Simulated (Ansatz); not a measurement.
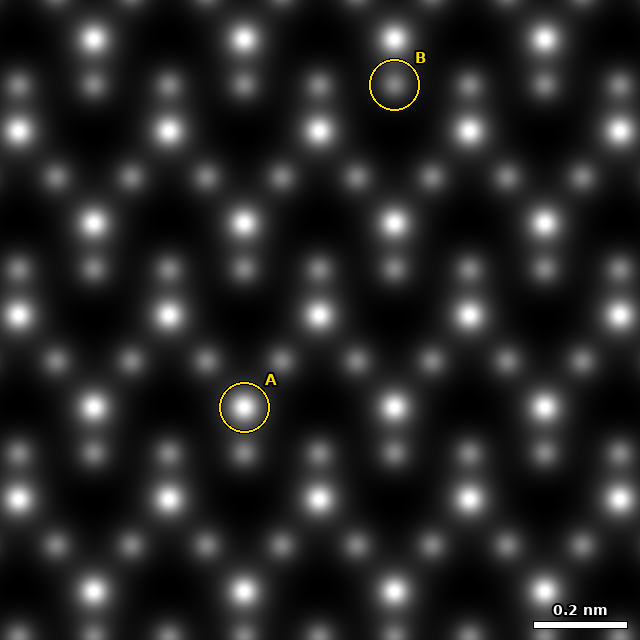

Projected-potential map of Zr (Pm-3n, No. 223) along [211]. Computed as the sum of neutral-atom potentials (tabulated electron scattering factors, B = 0.8 Å²) projected along the beam and smoothed by 0.25 Å; brighter is more positive. Structure used: the end point of a relaxation with DFT, PBE, plane waves (420 eV) with PAW, scalar-relativistic in Ansatz; the starting structure was generated, so it need not be a known form of this composition.

```cif
data_structure
_symmetry_space_group_name_H-M 'Pm-3n'
_symmetry_Int_Tables_number 223
_cell_length_a 5.6950
_cell_length_b 5.6950
_cell_length_c 5.6950
_cell_angle_alpha 90.000
_cell_angle_beta 90.000
_cell_angle_gamma 90.000
_cell_volume 184.71
loop_
_atom_site_label
_atom_site_type_symbol
_atom_site_symmetry_multiplicity
_atom_site_Wyckoff_symbol
_atom_site_fract_x
_atom_site_fract_y
_atom_site_fract_z
_atom_site_occupancy
Zr1 Zr 2 a 0.00000 0.00000 0.00000 1
Zr2 Zr 6 c 0.25000 0.00000 0.50000 1
```

### Which atoms make up the marked columns?

A: Zr (2 Zr per 13.95 Å along the beam; the brightest kind). B: Zr (1 Zr per 13.95 Å along the beam; about 50 % of the brightest peak). Brightness is counted from the darkest point of the image.
